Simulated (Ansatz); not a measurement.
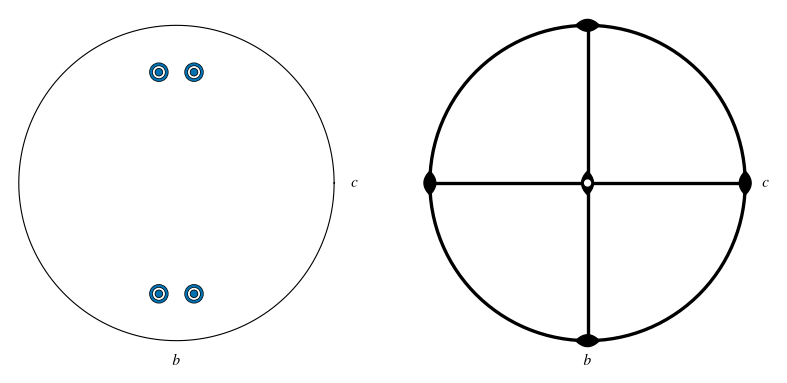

Stereographic projection: filled dots lie in the upper hemisphere, open rings in the lower; heavy lines are mirror planes (a heavy rim: a mirror in the plane of the page); lens, triangle, square and hexagon are 2-, 3-, 4- and 6-fold axes, a lens in an open square is −4, a triangle in an open hexagon −6; thin dashed diameters join the ends of axes that lie in the page; a small open circle marks inversion. The a axis points at the viewer. Left: one general form; right: the symmetry elements. Computed from the symmetry operations of a computed or model structure of composition KI.

Q: Name the crystal class.

A: mmm (D2h), order 8, orthorhombic system: three twofold axes, three mirror planes, an inversion centre.

Q: Which physical properties does it allow?

A: It is centrosymmetric, so neither piezoelectric nor pyroelectric; it is not chiral.
